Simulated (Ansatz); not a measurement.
# SiO$_{2}$: what the fields show

```
Si O
1.0
     4.98200    0.00000    0.00000
     0.00000    4.98200    0.00000
     0.00000    0.00000    6.96300
Si O
4 8
Cartesian
  3.9805 1.0015 5.2222
  3.4925 3.4925 3.4815
  1.0015 3.9805 1.7408
  1.4895 1.4895 0.0000
  0.5155 1.1951 5.7227
  1.2959 3.0065 0.5004
  4.4665 3.7869 2.2412
  3.6861 1.9755 3.9819
  3.0065 1.2959 6.4626
  3.7869 4.4665 4.7218
  1.9755 3.6861 2.9811
  1.1951 0.5155 1.2403
```

Space group P4₁2₁2.

Computed with Kohn-Sham DFT of a periodic cell, r2SCAN, Ansatz PAW in Ansatz 0.2.0.

The density is the valence pseudo-density of a PAW calculation; it isn't the true density close to the nuclei.

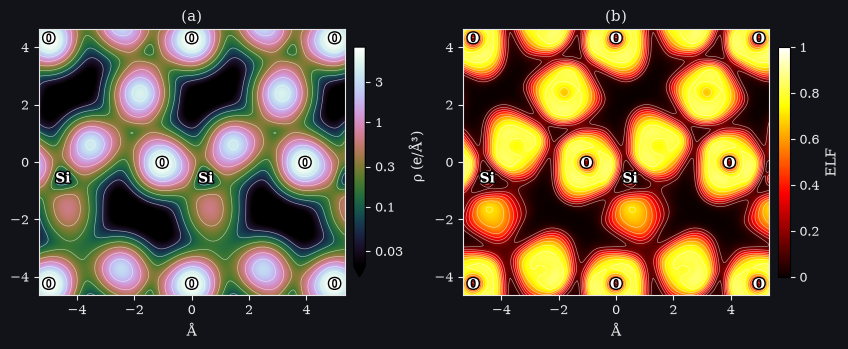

Figure 1. (a) valence charge density (pseudo); (b) ELF on the (011) plane of the conventional cell.

Q: What does the map show?

A: Atoms in the plane: Si and O.
Atoms just off the plane (Si, 0.4 Å away and O, 0.4 Å away) can leave unmarked features too.
Si–O (1.61 Å): ρ at the midpoint is about 1.3 e/Å³; the ELF peaks at about 0.85 between the atoms; a short, strongly polar bond.
Between the atoms the lowest density in this plane is 0.007 e/Å³.
The ELF also peaks beside O, away from the bonds: lone-pair regions.

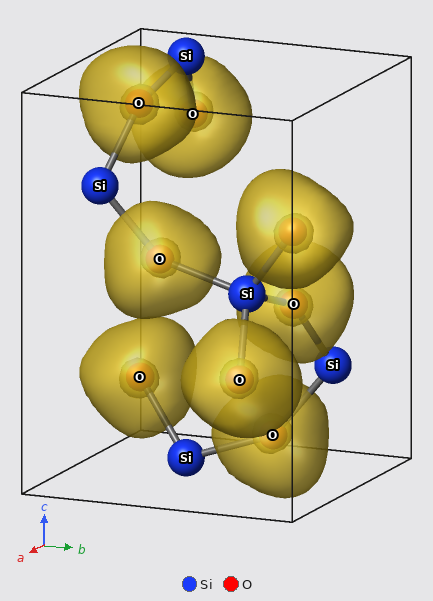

Figure 2. Isosurface of the electron localisation function at 0.65 (yellow), seen slightly off an axis. Only the valence region is drawn (cores and ρ < 0.01 e/Å³ removed). Sticks mark near contacts.

Q: Identify the bonds, lone pairs and shells in this picture.

A: The ELF exceeds this value in eight regions on O in which the atom's valence shell and bonds are merged, counted in one cell of 12 atoms. Any copies at cell faces, edges or corners count once. Profiles from the grid: Si–O (1.60 Å): the ELF peaks at about 0.85 between the atoms (a short, strongly polar bond).

Q: Does the calculation make it a metal, or give it a gap?

A: It is gapped, with a Kohn–Sham gap of 6.4 eV on the k-point mesh, an upper bound to the gap of this method.
